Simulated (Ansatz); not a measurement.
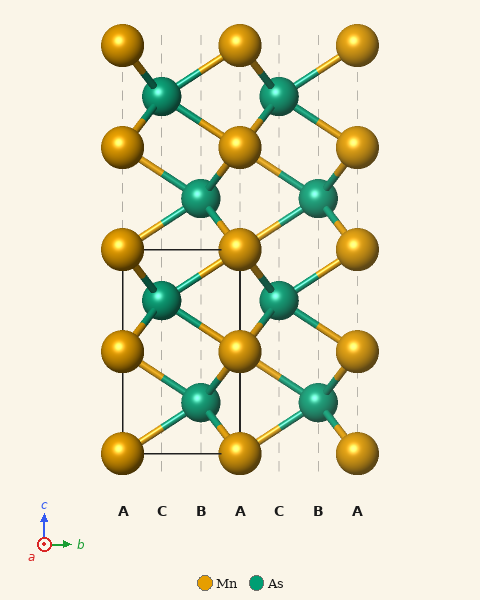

The picture looks along a close-packed row of the hexagonal mesh; c points upwards. The dashed lines mark the three columns A (0, 0), B (1/3, 2/3) and C (2/3, 1/3). The sequence starts with the first layer at or above the cell's origin.

The compound is MnAs (space group P6_3/mmc, No. 194), taken as coordinates from a relaxation with DFT PBE, scalar-relativistic, plane waves, PAW (Ansatz 0.2.0).

Question: List the layers of one repeat.

Answer: Mn(A) – As(B) – Mn(A) – As(C) (four layers in 5.50 Å).

Question: How are the As layers alone stacked?

Answer: As layers alone: BC, the hexagonal close-packed type.

Question: Which positions between or in the As layers do the other atoms fill?

Answer: Mn: two octahedral sites in each hexagonal cell.
